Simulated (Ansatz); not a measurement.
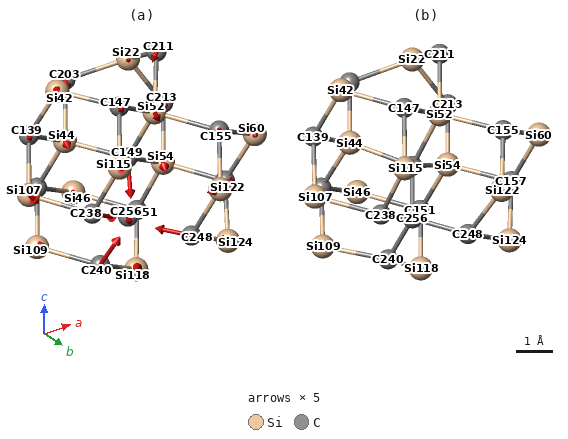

The structure of a defect cell of composition Si$_{127}$C$_{129}$ (cell charge +1) before (left) and after (right) a relaxation, at one scale. The red arrows give the displacements, magnified 5 times.

Style: ball-and-stick. Shown: the atoms within 4.2 Å of the atom that moves most (axes of the cell of the calculation (origin shifted)), from a free direction.

Level of theory: DFT, PBEsol, PAW, plane waves in Ansatz. Set-up: plane-wave cutoff 420 eV; k-point mesh 1 × 1 × 1; mesh shifted by (0.25, 0.25, 0.25); collinear spin; atoms relaxed in a fixed cell; force threshold 0.03 eV/Å; at most 80 steps.

**Describe what moved and what it gained.**

The energy falls by 5.440 eV per cell of the calculation in 5 geometry steps. Largest force component: 2.8 eV/Å at the start, 0.025 eV/Å at the end. The largest move is that of a C atom, 0.25 Å roughly along −c. By element the largest moves are C 0.25 Å, Si 0.10 Å. The cell doesn't change. Some distances before and after: C–C 1.933 → 1.659 Å, C–C 1.894 → 1.655 Å, C–Si 1.865 → 1.931 Å, C–Si 1.832 → 1.886 Å. Bond angles that change, for instance: Si–C–Si 110.6° → 103.9°, C–Si–C 108.8° → 114.8°, Si–C–Si 108.3° → 104.0°. The program noted that the starting moments weren't kept. The run took 44 s on 1 × NVIDIA GB300 Max-Q with 8 threads of Arm Neoverse-V2, peak memory 3.1 GiB.

Limits of the set-up: the cell is charged, on a uniform background, and energies carry no finite-size correction.
